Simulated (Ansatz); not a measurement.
```
Ge
1.0
     4.05816    0.00000    0.00000
    -2.02908    3.51447    0.00000
     0.00000    0.00000   22.53299
Ge
6
Direct
  0.33333 0.66667 0.33241
  0.66667 0.33333 0.36759
  0.66667 0.33333 0.48169
  0.33333 0.66667 0.51831
  0.33333 0.66667 0.63241
  0.66667 0.33333 0.66759
```

Computed with DFT PBE, scalar-relativistic, plane waves, PAW in Ansatz 0.2.0.

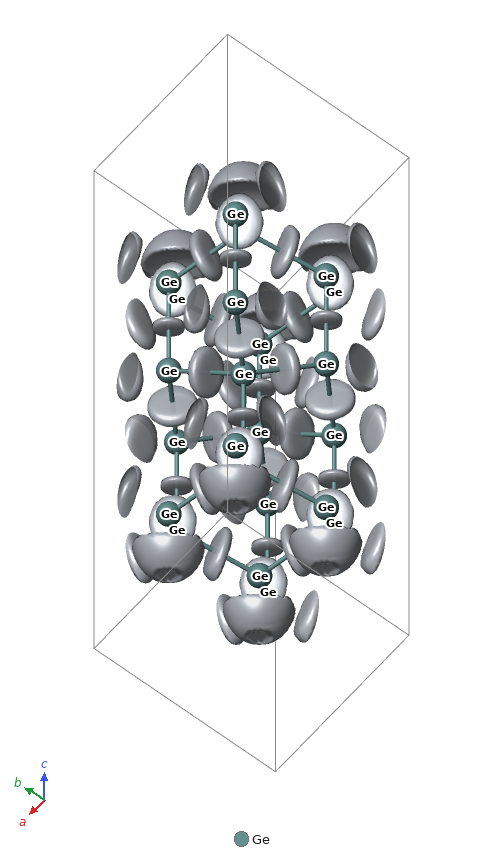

Ge (slab). Isosurface of the electron localisation function at 0.65 (grey), seen at an oblique angle. Core shells and regions of very low density are left out. Sticks mark near contacts.

**Identify the bonds, lone pairs and shells in this picture.**

At this value the surface marks out eleven regions between bonded Ge–Ge atoms and two lobes on Ge, pointing away from the bonds (lone pairs), counted in one cell of 6 atoms. Counts are for one cell; the picture repeats the cell along the surface.

Values along the shortest contacts:
Ge–Ge (2.47 Å): the ELF peaks at about 0.75 between the atoms. Ge–Ge (2.57 Å): the ELF peaks at about 0.70 between the atoms.

**Does the calculation make it a metal, or give it a gap?**

It is gapless in this calculation (a metal or semimetal).
